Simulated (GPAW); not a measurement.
Consider AlN (P6_3mc).

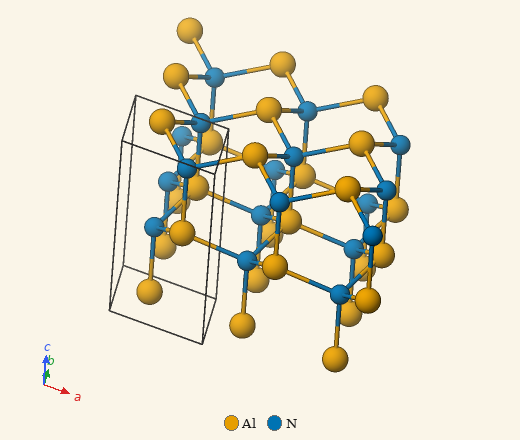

The structure (aluminium orange, nitrogen blue). 3×3×1 cells are drawn. Some periodic images of atoms are drawn too.

```xyz
4
Lattice="3.1130 0.0000 0.0000 -1.5565 2.6959 0.0000 0.0000 0.0000 4.9810" Properties=species:S:1:pos:R:3 pbc="T T T"
Al    1.5565    0.8986    2.4905
Al    0.0000    1.7973    0.0000
N     1.5565    0.8986    4.3833
N     0.0000    1.7973    1.8928
```

Absorber: atom 1, with 4 N at 1.89 Å (tetrahedral, site symmetry 3m). Method: GPAW, PBE, full core hole (charged cell), 16-atom cell with 5.9 Å between holes, 5×5×5 k points, dipole transitions, Gaussian full width 0.9 eV up to 4 eV, rising linearly to 3.5 eV at 25 eV.

The database entry behind the starting cell differs from later determinations by our own check (inner coordinate u about 0.002 short), so it need not match the best structure at ambient conditions.

Where do the maxima of the Al K edge fall?

Main maxima up to 24 eV above the zero (height): 1.9 eV (1.65), 6.8 eV (2.12), 10.6 eV (1.24) and 18.2 eV (1.06). A K edge sees empty p states on the absorber. The total-energy difference plus the lowest empty eigenvalue puts the zero at 1572.90 eV. One term is added: -13.99 eV, since the hole is spin-paired here and a spin-polarised one costs that much less in the free atom (computed apart). The photon energy is then 1558.91 eV. The tabulated edge of the element is 1559 eV. The functional and the charged cell's background leave an error of a few eV in such absolute values.

The Al K spectrum (energy from the lowest empty level; intensity scaled to a mean of 1 over the first 20 eV; polarised curves are means over the symmetry-equivalent atoms):

| E (eV) | isotropic | ε ⊥ c | ε ∥ c |
| --- | --- | --- | --- |
| -2.0 | 0.00 | 0.00 | 0.00 |
| -0.5 | 0.00 | 0.00 | 0.00 |
| 1.0 | 0.73 | 0.79 | 0.61 |
| 2.5 | 1.34 | 1.14 | 1.73 |
| 4.0 | 0.66 | 0.46 | 1.06 |
| 5.5 | 1.40 | 1.39 | 1.42 |
| 7.0 | 2.10 | 2.77 | 0.74 |
| 8.5 | 0.94 | 1.06 | 0.70 |
| 10.0 | 1.12 | 0.86 | 1.64 |
| 11.5 | 0.99 | 0.75 | 1.49 |
| 13.0 | 0.50 | 0.46 | 0.57 |
| 14.5 | 0.60 | 0.55 | 0.70 |
| 16.0 | 0.72 | 0.73 | 0.72 |
| 17.5 | 1.00 | 1.12 | 0.77 |
| 19.0 | 0.98 | 1.07 | 0.82 |
| 20.5 | 0.69 | 0.71 | 0.65 |
| 22.0 | 0.49 | 0.50 | 0.46 |
| 23.5 | 0.41 | 0.41 | 0.42 |
| 25.0 | 0.54 | 0.49 | 0.62 |
| 26.5 | 0.75 | 0.68 | 0.89 |

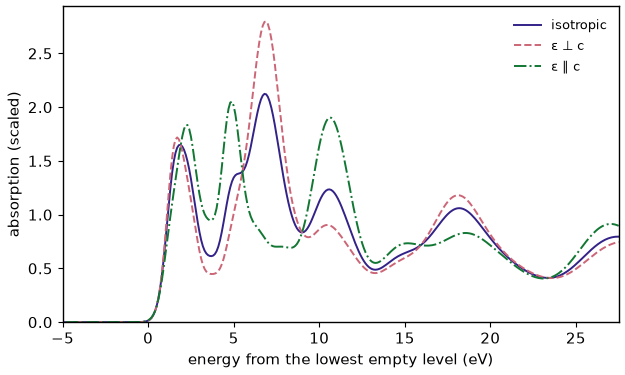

The Al K edge.

The holes are only 5.9 Å apart, so the shape is probably not converged with cell size; no larger cell was run here. The mesh is coarse (0.27 Å⁻¹ between points), so small maxima may be mesh ripples. The structure is a published determination, not relaxed.

[Banner, clock and machine lines of the logs are left out without a mark of their own.]

[Logs are printed without paths, hosts, clocks, repeated set-up lines and the standing remarks that a program may print on its own settings, such as how far it seeks lower states.]

[Hosts, paths, dates, database ids (printed as entryN), source tags and the programs' standing remarks are cut or masked in the printed files.]

[Lists of maxima count a maximum above −3 eV only where it reaches 4 % of the highest in the window and stands out from its surroundings by 2 % of it (1.5 % where it reaches 55 %); shoulders and weaker maxima are passed over, and of the rest the first, up to two pre-edge ones and the few strongest are named.]
